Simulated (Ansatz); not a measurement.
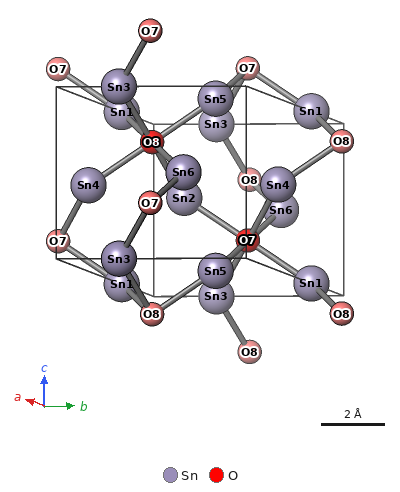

Fig. 1: The structure as given in the input (ball-and-stick view of the cell of the calculation, seen at an oblique angle; neighbours outside the cell are drawn fainter; atoms are numbered from 1 in the order of the input). An atom can appear more than once, as a periodic image. Near neighbours in the periodic cell (some may lie outside the picture): Sn has 2 O at 2.48 Å; O has 6 Sn at 2.48 Å.

## Geometry relaxation, with input and output: Sn3O (part 1 of 3)

System: Sn3O (P6₃22, 8 atoms in the cell).
Method: DFT PBE, scalar-relativistic, plane waves, PAW, no spin polarisation (Ansatz 0.2.0).

Figures and captions count atoms from 1; the log counts them from 0 in places.

Output
```
Engine: ansatz 0.2.0, aarch64-unknown-linux-gnu
Pseudopotentials: kind: paw
Pseudopotential: Sn, paw, valence charge 14, recommended cutoff 420 eV (normal), Sn.paw.azcp
Pseudopotential: O, paw, valence charge 6, recommended cutoff 420 eV (normal), O.paw.azcp
Functional definition: PBE
  parameter kappa = 0.804
  parameter beta = 0.06672455060314922
  exchange = pbe_x(kappa = kappa, mu = beta*pi^2/3)
  correlation = pbe_c(beta = beta)
Crystal: 8 atoms, lattice volume = 181.927 Å³
Basis set: ecut = 420 eV, 3553 PW (Γ), exchange–correlation on 90×90×80 points (8 copies of the dense FFT grid, shifted against one another)
Bands: 58, of which v1, the nominal top of the filled ones, is band 48 counted from 1 (47 counted from 0)
Symmetry: 12 space group operations
Space group: P6322 (ITA 182), of the structure as read, at distance tolerance 5.7e-5 Å
k-points: 28 of 216 (time reversal used)
Non-local potential: Sn, projectors of the file, l = 0: 2, l = 1: 2, l = 2: 2, l = 3: 2
Non-local potential: O, projectors of the file, l = 0: 2, l = 1: 2, l = 2: 1
PAW form: soft (Blöchl's): semilocal exchange-correlation on the pseudo side does not see the compensation charge
PAW one-centre angular grid: Sn, 590 points (default); XC on 64 Gauss nodes
PAW one-centre angular grid: O, 110 points (default); XC on 64 Gauss nodes
Initial density: superposition of atomic densities (neutral atoms: chi_scale 0, normalization atom), corrected by the library's trained network
Initial wavefunctions: pseudopotential atomic-orbital guess
Functional: x = pbe(κ = 0.804, μ = 0.2195149727645171), c = pbe(β = 0.06672455060314922)
SCF iter   1: F=—  HF=-37276.989276 eV  |F-HF|=—  |Δ(HF+E_count)|=         —  Δρ=2.26e-3  dr2=1.40e-2  ethr=1.77e-3  ⟨swp⟩=6.5  Hψ=6339  notcnv=0
preconditioner: auto → Kerker (q_TF=auto, 2.453 Å⁻¹)  [metal: Δε(μ)=0.040 eV  Ē_g=18.152 eV  σ=0.100 eV  W_gap=0.22  n_scr=46 (ndim 8)  ℏωp=27.0 eV  f_vac=0.000  D(μ)=4.62/eV (n_scr^D=26)]
SCF iter   2: F=—  HF=-37276.984761 eV  |F-HF|=—  |Δ(HF+E_count)|=   4.52e-3  Δρ=1.27e-3  dr2=5.38e-3  ethr=1.45e-5  ⟨swp⟩=2.0  Hψ=3059  notcnv=0  defer=1
SCF iter   3: F=—  HF=-37276.984196 eV  |F-HF|=—  |Δ(HF+E_count)|=   5.65e-4  Δρ=6.02e-4  dr2=9.02e-4  ethr=5.60e-6  ⟨swp⟩=2.1  Hψ=2672  notcnv=0  defer=1
SCF iter   4: F=—  HF=-37276.983862 eV  |F-HF|=—  |Δ(HF+E_count)|=   3.34e-4  Δρ=2.84e-4  dr2=1.47e-4  ethr=9.39e-7  ⟨swp⟩=3.0  Hψ=2875  notcnv=0  defer=1
SCF iter   5: F=—  HF=-37276.983788 eV  |F-HF|=—  |Δ(HF+E_count)|=   7.47e-5  Δρ=5.65e-5  dr2=5.03e-6  ethr=1.53e-7  ⟨swp⟩=2.0  Hψ=2889  notcnv=0  defer=1
SCF iter   6: F=—  HF=-37276.983758 eV  |F-HF|=—  |Δ(HF+E_count)|=   2.98e-5  Δρ=1.78e-5  dr2=5.17e-7  ethr=5.24e-9  ⟨swp⟩=3.0  Hψ=3078  notcnv=0  defer=1
SCF iter   7: F=-37276.983758 eV  HF=-37276.983758 eV  |F-HF|=2.94e-8  |Δ(HF+E_count)|=   6.97e-8  Δρ=4.60e-6  dr2=4.17e-8  ethr=1.04e-10  ⟨swp⟩=14.0  Hψ=12526  notcnv=0
SCF 1 converged in 7 iterations: F = -37276.983758 eV  dr2 = 4.17e-8
  greatest PAW one-centre occupation: 0.992 electrons in one spin orbital (limit 2), on the Sn atom at site 0 (counted from 0), in its partial waves of l = 2
relax step   1: F+E_penalty+E_count = -37276.98375777 eV  Δ(F+E_penalty+E_count) = +0.000e0 eV  max|allowed force component| = 7.068e-2 eV/Å  Δτ_max = 0.0000 Å  P = +0.311 GPa  Ω = 181.927 Å³  (7 SCF iters, dr2 threshold 1.00e-7 eV, accepted)
Crystal: 8 atoms, lattice volume = 191.095 Å³
Basis set: ecut = 420 eV, 3757 PW (Γ), exchange–correlation on 90×90×80 points (8 copies of the dense FFT grid, shifted against one another)
Initial density: handed on by an earlier stage of this run
Initial wavefunctions: those handed on with the density
iter 1 solved again at ethr=2.06e-4 eV; its pass at ethr=3.10e-3 eV (dr2=1.98e-1 eV) is discarded
SCF iter   1: F=—  HF=-37276.958832 eV  |F-HF|=—  |Δ(HF+E_count)|=         —  Δρ=6.65e-3  dr2=1.97e-1  ethr=2.06e-4  ⟨swp⟩=1.3  Hψ=8247  notcnv=0
preconditioner: auto → Kerker (q_TF=auto, 2.433 Å⁻¹)  [metal: Δε(μ)=0.083 eV  Ē_g=18.110 eV  σ=0.100 eV  W_gap=0.44  n_scr=46 (ndim 8)  ℏωp=26.3 eV  f_vac=0.000  D(μ)=3.07/eV (n_scr^D=20)]
SCF iter   2: F=—  HF=-37276.930897 eV  |F-HF|=—  |Δ(HF+E_count)|=   2.79e-2  Δρ=3.22e-3  dr2=6.91e-2  ethr=2.05e-4  ⟨swp⟩=1.0  Hψ=1626  notcnv=0
SCF iter   3: F=—  HF=-37276.917419 eV  |F-HF|=—  |Δ(HF+E_count)|=   1.35e-2  Δρ=8.83e-4  dr2=7.09e-3  ethr=7.20e-5  ⟨swp⟩=2.0  Hψ=1854  notcnv=0
SCF iter   4: F=—  HF=-37276.916034 eV  |F-HF|=—  |Δ(HF+E_count)|=   1.39e-3  Δρ=3.96e-4  dr2=4.95e-4  ethr=7.39e-6  ⟨swp⟩=2.0  Hψ=2032  notcnv=0
SCF iter   5: F=—  HF=-37276.915983 eV  |F-HF|=—  |Δ(HF+E_count)|=   5.13e-5  Δρ=1.41e-4  dr2=5.23e-5  ethr=5.15e-7  ⟨swp⟩=2.6  Hψ=2940  notcnv=0
SCF iter   6: F=—  HF=-37276.915959 eV  |F-HF|=—  |Δ(HF+E_count)|=   2.38e-5  Δρ=4.01e-5  dr2=3.65e-6  ethr=5.44e-8  ⟨swp⟩=2.6  Hψ=2637  notcnv=0
SCF iter   7: F=-37276.915962 eV  HF=-37276.915962 eV  |F-HF|=7.54e-8  |Δ(HF+E_count)|=   2.55e-6  Δρ=9.40e-6  dr2=2.16e-7  ethr=4.01e-10  ⟨swp⟩=10.0  Hψ=12441  notcnv=0
SCF 2 converged in 7 iterations: F = -37276.915962 eV  dr2 = 2.16e-7
relax step   2: F+E_penalty+E_count = -37276.91596169 eV  Δ(F+E_penalty+E_count) = +6.780e-2 eV  max|allowed force component| = 1.559e-1 eV/Å  Δτ_max = 0.1170 Å  P = -0.903 GPa  Ω = 191.095 Å³  energy of the carried Pulay correction = -8.609e-3 eV  (7 SCF iters, dr2 threshold 3.85e-7 eV, rejected (line search))
Crystal: 8 atoms, lattice volume = 184.110 Å³
Basis set: ecut = 420 eV, 3565 PW (Γ), exchange–correlation on 90×90×80 points (8 copies of the dense FFT grid, shifted against one another)
iter 1 solved again at ethr=9.67e-5 eV; its pass at ethr=3.10e-3 eV (dr2=9.28e-2 eV) is discarded
SCF iter   1: F=—  HF=-37277.008636 eV  |F-HF|=—  |Δ(HF+E_count)|=         —  Δρ=4.70e-3  dr2=9.59e-2  ethr=9.67e-5  ⟨swp⟩=1.4  Hψ=7882  notcnv=0
preconditioner: auto → Kerker (q_TF=auto, 2.448 Å⁻¹)  [metal: Δε(μ)=0.053 eV  Ē_g=18.124 eV  σ=0.100 eV  W_gap=0.29  n_scr=46 (ndim 8)  ℏωp=26.8 eV  f_vac=0.000  D(μ)=4.18/eV (n_scr^D=20)]
SCF iter   2: F=—  HF=-37276.995679 eV  |F-HF|=—  |Δ(HF+E_count)|=   1.30e-2  Δρ=2.28e-3  dr2=3.24e-2  ethr=9.67e-5  ⟨swp⟩=1.0  Hψ=1625  notcnv=0
SCF iter   3: F=—  HF=-37276.989577 eV  |F-HF|=—  |Δ(HF+E_count)|=   6.10e-3  Δρ=5.59e-4  dr2=2.65e-3  ethr=3.37e-5  ⟨swp⟩=2.0  Hψ=1854  notcnv=0
SCF iter   4: F=—  HF=-37276.989113 eV  |F-HF|=—  |Δ(HF+E_count)|=   4.64e-4  Δρ=2.58e-4  dr2=1.77e-4  ethr=2.76e-6  ⟨swp⟩=2.0  Hψ=2033  notcnv=0
SCF iter   5: F=—  HF=-37276.989090 eV  |F-HF|=—  |Δ(HF+E_count)|=   2.28e-5  Δρ=8.14e-5  dr2=1.69e-5  ethr=1.85e-7  ⟨swp⟩=2.8  Hψ=3038  notcnv=0
SCF iter   6: F=—  HF=-37276.989051 eV  |F-HF|=—  |Δ(HF+E_count)|=   3.92e-5  Δρ=2.21e-5  dr2=1.04e-6  ethr=1.76e-8  ⟨swp⟩=2.0  Hψ=2096  notcnv=0
SCF iter   7: F=—  HF=-37276.989075 eV  |F-HF|=—  |Δ(HF+E_count)|=   2.41e-5  Δρ=5.07e-6  dr2=6.34e-8  ethr=1.08e-9  ⟨swp⟩=2.0  Hψ=2084  notcnv=0
SCF iter   8: F=—  HF=-37276.989075 eV  |F-HF|=—  |Δ(HF+E_count)|=   1.79e-8  Δρ=1.70e-6  dr2=5.06e-9  ethr=6.61e-11  ⟨swp⟩=3.0  Hψ=3139  notcnv=0
SCF iter   9: F=—  HF=-37276.989075 eV  |F-HF|=—  |Δ(HF+E_count)|=  4.58e-10  Δρ=5.59e-7  dr2=5.39e-10  ethr=5.27e-12  ⟨swp⟩=2.0  Hψ=2976  notcnv=0
SCF iter  10: F=-37276.989075 eV  HF=-37276.989075 eV  |F-HF|=7.28e-12  |Δ(HF+E_count)|=  2.18e-11  Δρ=1.99e-7  dr2=7.60e-11  ethr=1.00e-12  ⟨swp⟩=6.7  Hψ=7709  notcnv=0
SCF 3 converged in 10 iterations: F = -37276.989075 eV  dr2 = 7.60e-11
  greatest PAW one-centre occupation: 0.992 electrons in one spin orbital (limit 2), on the Sn atom at site 4 (counted from 0), in its partial waves of l = 2
relax step   3: F+E_penalty+E_count = -37276.98907494 eV  Δ(F+E_penalty+E_count) = -5.317e-3 eV  max|allowed force component| = 2.083e-2 eV/Å  Δτ_max = 0.0367 Å  P = +0.024 GPa  Ω = 184.110 Å³  energy of the carried Pulay correction = -2.089e-3 eV  (10 SCF iters, accepted)
Crystal: 8 atoms, lattice volume = 184.304 Å³
iter 1 solved again at ethr=7.02e-7 eV; its pass at ethr=3.10e-3 eV (dr2=6.74e-4 eV) is discarded
SCF iter   1: F=—  HF=-37276.989376 eV  |F-HF|=—  |Δ(HF+E_count)|=         —  Δρ=4.68e-4  dr2=6.85e-4  ethr=7.02e-7  ⟨swp⟩=2.8  Hψ=7587  notcnv=0
preconditioner: auto → Kerker (q_TF=auto, 2.447 Å⁻¹)  [metal: Δε(μ)=0.053 eV  Ē_g=18.132 eV  σ=0.100 eV  W_gap=0.29  n_scr=46 (ndim 8)  ℏωp=26.8 eV  f_vac=0.000  D(μ)=4.03/eV (n_scr^D=20)]
SCF iter   2: F=—  HF=-37276.989280 eV  |F-HF|=—  |Δ(HF+E_count)|=   9.55e-5  Δρ=2.20e-4  dr2=2.12e-4  ethr=7.02e-7  ⟨swp⟩=1.0  Hψ=1625  notcnv=0
SCF iter   3: F=—  HF=-37276.989239 eV  |F-HF|=—  |Δ(HF+E_count)|=   4.14e-5  Δρ=6.46e-5  dr2=2.96e-5  ethr=2.21e-7  ⟨swp⟩=2.0  Hψ=1779  notcnv=0
SCF iter   4: F=—  HF=-37276.989190 eV  |F-HF|=—  |Δ(HF+E_count)|=   4.87e-5  Δρ=2.56e-5  dr2=1.63e-6  ethr=3.08e-8  ⟨swp⟩=2.2  Hψ=2254  notcnv=0
SCF iter   5: F=—  HF=-37276.989192 eV  |F-HF|=—  |Δ(HF+E_count)|=   1.97e-6  Δρ=8.67e-6  dr2=1.70e-7  ethr=1.70e-9  ⟨swp⟩=2.0  Hψ=2937  notcnv=0
SCF iter   6: F=-37276.989192 eV  HF=-37276.989192 eV  |F-HF|=2.00e-9  |Δ(HF+E_count)|=   3.65e-8  Δρ=2.62e-6  dr2=1.61e-8  ethr=2.82e-11  ⟨swp⟩=10.5  Hψ=10345  notcnv=0
SCF 4 converged in 6 iterations: F = -37276.989192 eV  dr2 = 1.61e-8
  greatest PAW one-centre occupation: 0.992 electrons in one spin orbital (limit 2), on the Sn atom at site 3 (counted from 0), in its partial waves of l = 2
relax step   4: F+E_penalty+E_count = -37276.98919219 eV  Δ(F+E_penalty+E_count) = -1.173e-4 eV  max|allowed force component| = 1.011e-2 eV/Å  Δτ_max = 0.0090 Å  P = -0.160 GPa  Ω = 184.304 Å³  energy of the carried Pulay correction = -2.273e-3 eV  (6 SCF iters, dr2 threshold 2.71e-8 eV, accepted)
Crystal: 8 atoms, lattice volume = 183.823 Å³
iter 1 solved again at ethr=6.44e-8 eV; its pass at ethr=3.10e-3 eV (dr2=6.18e-5 eV) is discarded
SCF iter   1: F=—  HF=-37276.990005 eV  |F-HF|=—  |Δ(HF+E_count)|=         —  Δρ=8.52e-5  dr2=3.80e-5  ethr=6.44e-8  ⟨swp⟩=3.0  Hψ=7678  notcnv=0
preconditioner: auto → Kerker (q_TF=auto, 2.448 Å⁻¹)  [metal: Δε(μ)=0.064 eV  Ē_g=18.142 eV  σ=0.100 eV  W_gap=0.34  n_scr=46 (ndim 8)  ℏωp=26.8 eV  f_vac=0.000  D(μ)=3.90/eV (n_scr^D=20)]
SCF iter   2: F=—  HF=-37276.989958 eV  |F-HF|=—  |Δ(HF+E_count)|=   4.72e-5  Δρ=5.88e-5  dr2=1.88e-5  ethr=3.96e-8  ⟨swp⟩=1.0  Hψ=1624  notcnv=0
SCF iter   3: F=—  HF=-37276.989952 eV  |F-HF|=—  |Δ(HF+E_count)|=   5.10e-6  Δρ=1.24e-5  dr2=3.36e-7  ethr=1.96e-8  ⟨swp⟩=2.0  Hψ=1963  notcnv=0
iter 4 did not close the SCF: its close was put off for the readings that it lacked (scf_convergence_deferred on its scf_iter line)
SCF iter   4: F=-37276.989952 eV  HF=-37276.989952 eV  |F-HF|=1.13e-8  |Δ(HF+E_count)|=   1.02e-9  Δρ=3.73e-6  dr2=2.90e-8  ethr=3.50e-10  ⟨swp⟩=3.0  Hψ=3172  notcnv=0
iter 5 did not close the SCF: its close was put off for the readings that it lacked (scf_convergence_deferred on its scf_iter line)
SCF iter   5: F=-37276.989952 eV  HF=-37276.989952 eV  |F-HF|=6.55e-11  |Δ(HF+E_count)|=   1.75e-9  Δρ=1.05e-6  dr2=2.70e-9  ethr=3.02e-11  ⟨swp⟩=2.0  Hψ=2941  notcnv=0
SCF iter   6: F=-37276.989952 eV  HF=-37276.989952 eV  |F-HF|=4.37e-11  |Δ(HF+E_count)|=  3.78e-10  Δρ=3.43e-7  dr2=3.10e-10  ethr=2.82e-12  ⟨swp⟩=5.2  Hψ=8442  notcnv=0
SCF 5 converged in 6 iterations: F = -37276.989952 eV  dr2 = 3.10e-10
  greatest PAW one-centre occupation: 0.992 electrons in one spin orbital (limit 2), on the Sn atom at site 5 (counted from 0), in its partial waves of l = 2
relax step   5: F+E_penalty+E_count = -37276.98995243 eV  Δ(F+E_penalty+E_count) = -7.602e-4 eV  max|allowed force component| = 2.491e-3 eV/Å  Δτ_max = 0.0004 Å  P = -0.001 GPa  Ω = 183.823 Å³  energy of the carried Pulay correction = -1.816e-3 eV  (6 SCF iters, dr2 threshold 8.47e-8 eV, accepted)
Crystal: 8 atoms, lattice volume = 183.784 Å³
iter 1 solved again at ethr=1.64e-8 eV; its pass at ethr=3.10e-3 eV (dr2=1.58e-5 eV) is discarded
SCF iter   1: F=—  HF=-37276.990181 eV  |F-HF|=—  |Δ(HF+E_count)|=         —  Δρ=9.24e-5  dr2=2.35e-5  ethr=1.64e-8  ⟨swp⟩=3.0  Hψ=8125  notcnv=0
preconditioner: auto → Kerker (q_TF=auto, 2.448 Å⁻¹)  [metal: Δε(μ)=0.073 eV  Ē_g=18.142 eV  σ=0.100 eV  W_gap=0.38  n_scr=46 (ndim 8)  ℏωp=26.8 eV  f_vac=0.000  D(μ)=3.76/eV (n_scr^D=20)]
SCF iter   2: F=—  HF=-37276.990134 eV  |F-HF|=—  |Δ(HF+E_count)|=   4.69e-5  Δρ=6.17e-5  dr2=1.13e-5  ethr=1.64e-8  ⟨swp⟩=1.0  Hψ=1624  notcnv=0
SCF iter   3: F=—  HF=-37276.990132 eV  |F-HF|=—  |Δ(HF+E_count)|=   1.50e-6  Δρ=8.73e-6  dr2=1.73e-7  ethr=1.18e-8  ⟨swp⟩=2.0  Hψ=2066  notcnv=0
SCF iter   4: F=—  HF=-37276.990155 eV  |F-HF|=—  |Δ(HF+E_count)|=   2.25e-5  Δρ=3.49e-6  dr2=2.38e-8  ethr=1.81e-10  ⟨swp⟩=2.2  Hψ=2254  notcnv=0
iter 5 did not close the SCF: its close was put off for the readings that it lacked (scf_convergence_deferred on its scf_iter line)
SCF iter   5: F=-37276.990155 eV  HF=-37276.990155 eV  |F-HF|=9.31e-10  |Δ(HF+E_count)|=   5.00e-9  Δρ=7.91e-7  dr2=2.17e-9  ethr=2.48e-11  ⟨swp⟩=2.9  Hψ=3137  notcnv=0
SCF iter   6: F=-37276.990155 eV  HF=-37276.990155 eV  |F-HF|=9.46e-11  |Δ(HF+E_count)|=  1.09e-10  Δρ=2.84e-7  dr2=2.57e-10  ethr=2.26e-12  ⟨swp⟩=5.0  Hψ=8216  notcnv=0
SCF 6 converged in 6 iterations: F = -37276.990155 eV  dr2 = 2.57e-10
relax step   6: F+E_penalty+E_count = -37276.99015468 eV  Δ(F+E_penalty+E_count) = -2.023e-4 eV  max|allowed force component| = 2.115e-3 eV/Å  Δτ_max = 0.0002 Å  P = +0.003 GPa  Ω = 183.784 Å³  energy of the carried Pulay correction = -1.779e-3 eV  (6 SCF iters, dr2 threshold 8.16e-9 eV, accepted)
Crystal: 8 atoms, lattice volume = 183.723 Å³
iter 1 solved again at ethr=9.80e-9 eV; its pass at ethr=3.10e-3 eV (dr2=9.40e-6 eV) is discarded
```
